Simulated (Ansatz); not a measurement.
# Calculations on H4CO

**1. Relaxation**

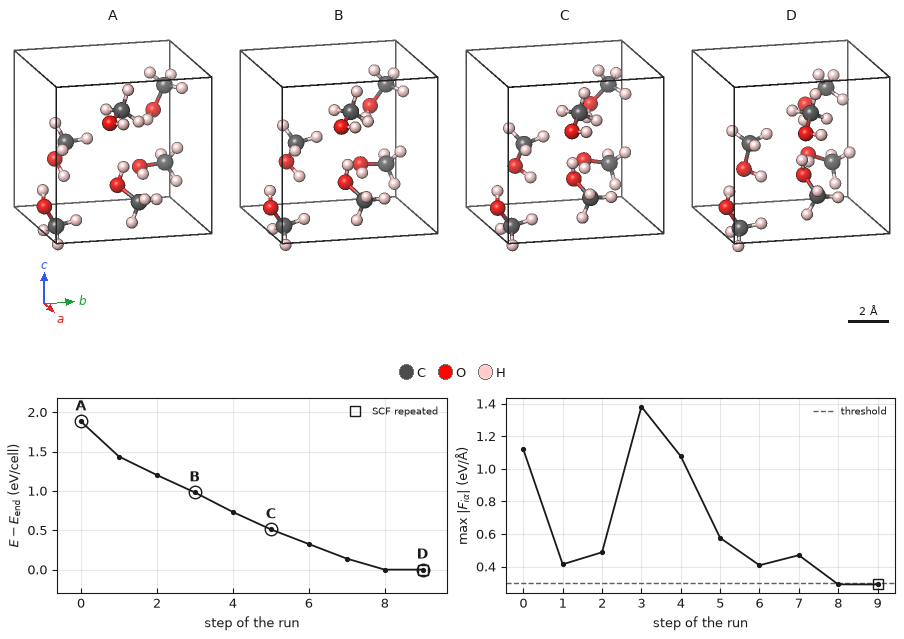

Frames of a relaxation of an amorphous cell of composition H₄CO, marked on the history of the run. A ball-and-stick model of the cell of the calculation, seen slightly off an axis.

The cell holds 6 CH3OH. The run prepares the start of a later molecular dynamics calculation, from a guessed geometry.

Level of theory: DFT r2SCAN-D3(BJ), scalar-relativistic, plane waves, PAW in Ansatz. Set-up: plane-wave cutoff 500 eV; k-point mesh 1 × 1 × 1; occupations fermi dirac; smearing width 0.02 eV; no spin polarisation; atoms relaxed in a fixed cell; force threshold 0.3 eV/Å; at most 15 steps.

What happens along the run?

Answer. The largest move is that of an O atom, 1.32 Å roughly along [−1 −3 1]. Largest moves by element: O 1.32 Å, H 1.20 Å, C 0.83 Å. The lattice vectors keep their values. Some distances before and after: C–O 1.423 → 1.438 Å, H–O 0.970 → 0.978 Å. Among the angles between lasting bonds that change: O–C–H 106.3° → 109.0°, C–O–H 107.4° → 105.0°. The energy falls by 1.882 eV per cell of the calculation in 8 accepted moves (9 points after the start). The largest force component goes from 1.1 to 0.29 eV/Å. 1 step only repeated the SCF at the same geometry. The run took 3.3 min on 1 thread of Arm Neoverse V2, with other jobs on the host, peak memory 0.85 GiB. From step 0 to 3: an O atom moves most (0.50 Å), energy −0.902 eV per cell of the calculation. From step 3 to 5: an H atom moves most (0.39 Å), energy −0.469 eV per cell of the calculation. From step 5 to 9: O and H atoms move most (0.55 Å), energy −0.511 eV per cell of the calculation.

| step | E − E(0), meV/atom | largest force component, eV/Å | note |
| --- | --- | --- | --- |
| 0 | 0.00 | 1.1191 |  |
| 1 | -12.37 | 0.4146 |  |
| 2 | -18.91 | 0.4884 |  |
| 3 | -25.04 | 1.3817 |  |
| 4 | -31.95 | 1.0773 |  |
| 5 | -38.09 | 0.5766 |  |
| 6 | -43.26 | 0.4088 |  |
| 7 | -48.40 | 0.4703 |  |
| 8 | -52.29 | 0.2915 |  |
| 9 | -52.29 | 0.2911 | same geometry, SCF repeated |

Limits of the set-up: the program's low-accuracy preset was used; the periodic images lie only 8.1 Å apart, so the values are limited by the cell's size.

**2. Dynamics**

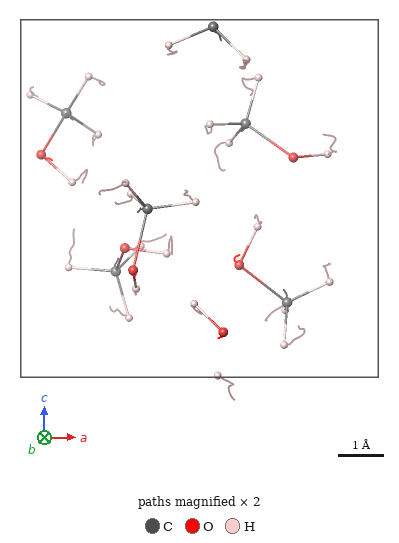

A Born-Oppenheimer molecular dynamics run of a periodic cell with 6 CH3OH at 0.611 g/cm³, 20 fs long. Lines trace each atom's path, in the colour of its element; spheres stand at the starting positions. The excursions are magnified 2 times. Seen along the b axis in the simulation cell.

These are results of DFT r2SCAN-D3(BJ), scalar-relativistic, plane waves, PAW in Ansatz 0.2.0, not measurements. Set-up: plane-wave cutoff 500 eV; k-point mesh 1 × 1 × 1; Fermi-Dirac smearing 0.02 eV; low-accuracy preset; Langevin thermostat (NVT); set temperature 400 K; time step 0.5 fs; friction 0.02 per fs.

Input
```yaml
accuracy: low
crystal:
  lattice:
    - [8.054832, 0.0, 0.0]
    - [0.0, 8.054832, 0.0]
    - [0.0, 0.0, 8.054832]
  atoms:
    - { symbol: C, position: [0.74511284, 0.60435399, 0.20919685] }
    - { symbol: O, position: [0.61112733, 0.55152456, 0.31360046] }
    - { symbol: H, position: [0.73673338, 0.53934545, 0.09031193] }
    - { symbol: H, position: [0.66255651, 0.52748149, 0.42099726] }
    - { symbol: H, position: [0.73988591, 0.73826057, 0.18790905] }
    - { symbol: H, position: [0.86388208, 0.57230835, 0.26634951] }
    - { symbol: C, position: [0.12730418, 0.82681551, 0.7386845] }
    - { symbol: O, position: [0.05715156, 0.71340783, 0.62244029] }
    - { symbol: H, position: [0.02722856, 0.90188784, 0.79012004] }
    - { symbol: H, position: [0.14410567, 0.67973028, 0.54543284] }
    - { symbol: H, position: [0.18985856, 0.76215435, 0.84081051] }
    - { symbol: H, position: [0.21656376, 0.91018284, 0.67900048] }
    - { symbol: C, position: [0.35437855, 0.27535933, 0.4709764] }
    - { symbol: O, position: [0.31425592, 0.248054, 0.29923505] }
    - { symbol: H, position: [0.29312062, 0.17801501, 0.54300623] }
    - { symbol: H, position: [0.32263526, 0.35567226, 0.24718948] }
    - { symbol: H, position: [0.48923293, 0.26962724, 0.48989188] }
    - { symbol: H, position: [0.30787939, 0.39583332, 0.51308415] }
    - { symbol: C, position: [0.53836367, 0.16110542, -0.01967995] }
    - { symbol: O, position: [0.56641839, 0.06601447, 0.12576754] }
    - { symbol: H, position: [0.63139876, 0.12502481, -0.11149528] }
    - { symbol: H, position: [0.48535387, 0.10711817, 0.20533095] }
    - { symbol: H, position: [0.41415918, 0.13834812, -0.07115905] }
    - { symbol: H, position: [0.55091478, 0.2947192, 0.00444639] }
    - { symbol: C, position: [0.62892148, 0.59201847, 0.70934931] }
    - { symbol: O, position: [0.76273613, 0.52433291, 0.61457303] }
    - { symbol: H, position: [0.52899332, 0.50081035, 0.70733217] }
    - { symbol: H, position: [0.85845276, 0.59778113, 0.62389535] }
    - { symbol: H, position: [0.66517393, 0.61324296, 0.83809207] }
    - { symbol: H, position: [0.58296436, 0.70792256, 0.65529428] }
    - { symbol: C, position: [0.26572598, 0.83002803, 0.29605424] }
    - { symbol: O, position: [0.29127302, 0.6667674, 0.36130006] }
    - { symbol: H, position: [0.13409785, 0.85885597, 0.30724314] }
    - { symbol: H, position: [0.40857083, 0.63782932, 0.34569296] }
    - { symbol: H, position: [0.33591479, 0.92226179, 0.36698319] }
    - { symbol: H, position: [0.30286568, 0.83855871, 0.16575005] }
basis:
  ecutwfc: 500.0
kpoints:
  mp_grid: { grid: [1, 1, 1] }
hamiltonian:
  xc: r2scan
  dispersion: d3bj
scf:
  occupations: { method: fermi_dirac, width: 0.02 }
  lower_state_search: "off"
md:
  timestep: 0.5
  n_steps: 40
  ensemble: nvt_langevin
  temperature: 400.0
  initial_velocities: maxwell_boltzmann
  seed: 401750
  friction: 0.02
```

Launched with:
```bash
ansatz run input.yaml --threads 1 --pin off --max-ram 3072MiB --backend cpu --events-out ev --progress --plain --runs-dir out
```

Q: What do the traces tell about the motion?

A: Root-mean-square distances from the starting positions over the second half, with the common drift of all atoms taken out: H 0.22 Å, C 0.13 Å, O 0.09 Å. The heavy atoms stay within a fraction of a molecule's size of their starting places; so short a run doesn't tell a liquid from a solid.

Limits of the set-up: the program's low-accuracy preset was used; the periodic images lie only 8.1 Å apart, so the values are limited by the cell's size.

The run took 10 min on 1 thread of Arm Neoverse V2 (shared host), peak memory 0.88 GiB.

**3. Dynamics**

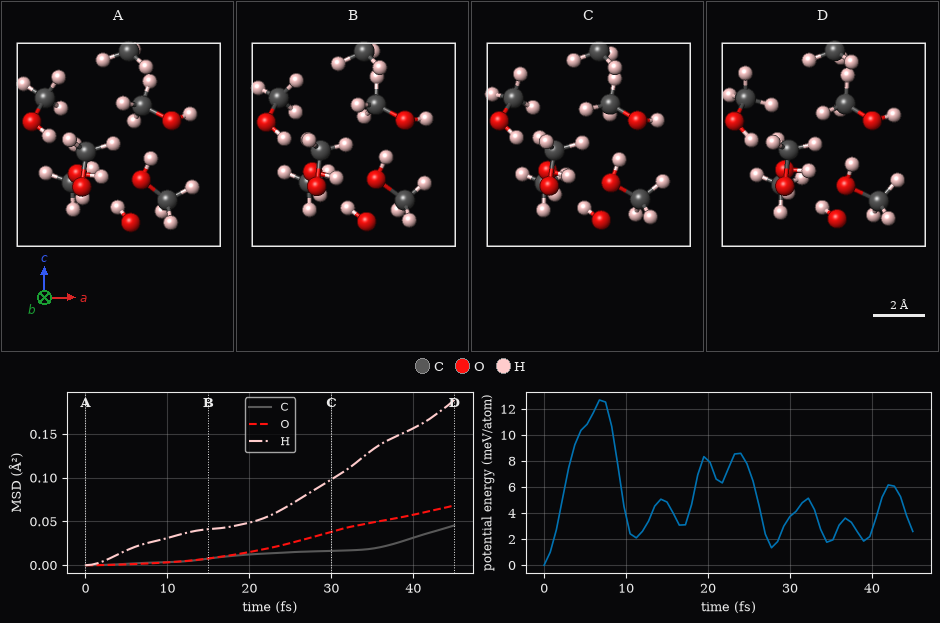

A Born-Oppenheimer molecular dynamics run of a periodic cell with 6 CH3OH at 0.611 g/cm³, 45 fs long. It starts from the last geometry of an earlier run, with fresh velocities. Frames (A at 0 fs, B at 15 fs, C at 30 fs, D at 45 fs) and the history of the run. A ball-and-stick model of the simulation cell, seen along the b axis.

These are results of DFT r2SCAN-D3(BJ), scalar-relativistic, plane waves, PAW in Ansatz, not measurements. Run with plane-wave cutoff 500 eV; k-point mesh 1 × 1 × 1; Fermi-Dirac smearing 0.02 eV; low-accuracy preset; Langevin thermostat (NVT); set temperature 400 K; time step 0.75 fs; friction 0.02 per fs.

The input:
```yaml
accuracy: low
crystal:
  lattice:
    - [8.054832, 0.0, 0.0]
    - [0.0, 8.054832, 0.0]
    - [0.0, 0.0, 8.054832]
  atoms:
    - { symbol: C, position: [0.7393196, 0.60608951, 0.22767536] }
    - { symbol: O, position: [0.61096862, 0.55130412, 0.32803253] }
    - { symbol: H, position: [0.75580472, 0.52007846, 0.11686533] }
    - { symbol: H, position: [0.65784166, 0.51880226, 0.43257719] }
    - { symbol: H, position: [0.71345725, 0.72778646, 0.17297198] }
    - { symbol: H, position: [0.86183017, 0.61219889, 0.29185413] }
    - { symbol: C, position: [0.13635806, 0.81828852, 0.72997744] }
    - { symbol: O, position: [0.0718903, 0.70467444, 0.61426934] }
    - { symbol: H, position: [0.0309773, 0.8696687, 0.80062418] }
    - { symbol: H, position: [0.1574031, 0.65738669, 0.54385942] }
    - { symbol: H, position: [0.20399441, 0.75564443, 0.83303446] }
    - { symbol: H, position: [0.214591, 0.91998777, 0.68033055] }
    - { symbol: C, position: [0.33903836, 0.27045348, 0.46603173] }
    - { symbol: O, position: [0.31840803, 0.24888618, 0.29358049] }
    - { symbol: H, position: [0.25692973, 0.17619247, 0.52595027] }
    - { symbol: H, position: [0.3219878, 0.35632401, 0.23968804] }
    - { symbol: H, position: [0.47314416, 0.26089129, 0.50602423] }
    - { symbol: H, position: [0.28499077, 0.38593358, 0.50176034] }
    - { symbol: C, position: [0.54919299, 0.15666338, -0.03906899] }
    - { symbol: O, position: [0.55860702, 0.07175351, 0.11764797] }
    - { symbol: H, position: [0.63410226, 0.08963416, -0.11600393] }
    - { symbol: H, position: [0.49467601, 0.13181872, 0.19264768] }
    - { symbol: H, position: [0.42259878, 0.16088049, -0.08233486] }
    - { symbol: H, position: [0.57379505, 0.29079774, -0.03010395] }
    - { symbol: C, position: [0.61485988, 0.60320001, 0.69280304] }
    - { symbol: O, position: [0.76083317, 0.53701723, 0.61927701] }
    - { symbol: H, position: [0.52147771, 0.50929612, 0.70490833] }
    - { symbol: H, position: [0.85119276, 0.5990849, 0.65190182] }
    - { symbol: H, position: [0.65270046, 0.65604096, 0.81260415] }
    - { symbol: H, position: [0.57568112, 0.70119434, 0.61720844] }
    - { symbol: C, position: [0.26882718, 0.84330687, 0.31430638] }
    - { symbol: O, position: [0.29638745, 0.67216121, 0.35795913] }
    - { symbol: H, position: [0.14092451, 0.87227587, 0.36089427] }
    - { symbol: H, position: [0.41473531, 0.6468243, 0.34345568] }
    - { symbol: H, position: [0.36981995, 0.91645968, 0.38320979] }
    - { symbol: H, position: [0.27551727, 0.87254111, 0.18156469] }
basis:
  ecutwfc: 500.0
kpoints:
  mp_grid: { grid: [1, 1, 1] }
hamiltonian:
  xc: r2scan
  dispersion: d3bj
scf:
  occupations: { method: fermi_dirac, width: 0.02 }
  lower_state_search: "off"
md:
  timestep: 0.75
  n_steps: 60
  ensemble: nvt_langevin
  temperature: 400.0
  initial_velocities: maxwell_boltzmann
  seed: 3659
  friction: 0.02
```

Launched with:
```bash
ansatz run input.yaml --threads 1 --pin off --max-ram 3072MiB --backend cpu --events-out ev --progress --plain --runs-dir out
```

> What happens in this trajectory?

Root-mean-square distances from the starting positions over the second half, with the common drift of all atoms taken out: H 0.35 Å, O 0.21 Å, C 0.15 Å. The heavy atoms stay within a fraction of a molecule's size of their starting places; so short a run doesn't tell a liquid from a solid. The mean temperature in the second half is 357 K (standard deviation 18 K). The potential energy in the second half lies on average 4.2 meV per atom above the first frame.

Limits of the set-up: the program's low-accuracy preset was used; the periodic images lie only 8.1 Å apart, so the values are limited by the cell's size.

Cost: 17 min on 1 thread of Arm Neoverse V2 (shared host), peak memory 0.92 GiB.
